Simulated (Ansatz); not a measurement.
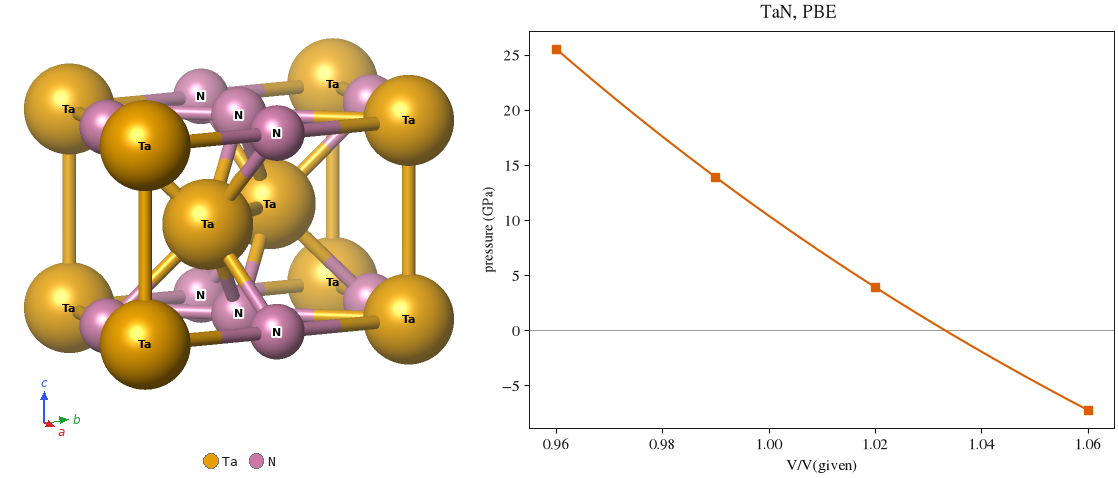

Plotted: pressure against V/V(given) for TaN, space group P6/mmm (No. 191). The conventional cell is drawn beside the plot.

The given structure:
```
CELL_PARAMETERS angstrom
5.18500 0.00000 0.00000
-2.59250 4.49030 0.00000
0.00000 0.00000 2.90800
ATOMIC_POSITIONS crystal
Ta 0.00000 0.00000 0.00000
Ta 0.33333 0.66667 0.50000
Ta 0.66667 0.33333 0.50000
N 0.50000 0.00000 0.00000
N 0.50000 0.50000 0.00000
N 0.00000 0.50000 0.00000
```

Computed with Ansatz 0.2.0: periodic Kohn-Sham DFT of a crystal at fixed atoms, scaled to the stated factor times the given cell; pressure positive in compression. Level: PBE.

method all-electron PAW; relativity scalar; k mesh 5×5×8; occupations Fermi–Dirac; smearing width 0.03 eV; nucleus Gaussian.

V(given) is 11.28 Å³/atom.

From this curve and the settings, what does the calculation give for the largest field gradient Vzz at the same points?

The largest field gradient Vzz rises from −46.815 1e21 V/m² at V/V(given) 0.96 to −45.653 1e21 V/m² at 1.06.

```json
{"V/V(given)": "0.96", "largest field gradient Vzz (1e21 V/m²)": "-46.815"}
{"V/V(given)": "0.99", "largest field gradient Vzz (1e21 V/m²)": "-46.570"}
{"V/V(given)": "1.02", "largest field gradient Vzz (1e21 V/m²)": "-46.237"}
{"V/V(given)": "1.06", "largest field gradient Vzz (1e21 V/m²)": "-45.653"}
```

Caveats: field gradient without spin-orbit coupling on heavy atoms; no gap: field gradients move with the k mesh; no spin-orbit coupling on heavy atoms; shape and atomic fractions are frozen while scaling, which makes layered, chain and framework solids too stiff.
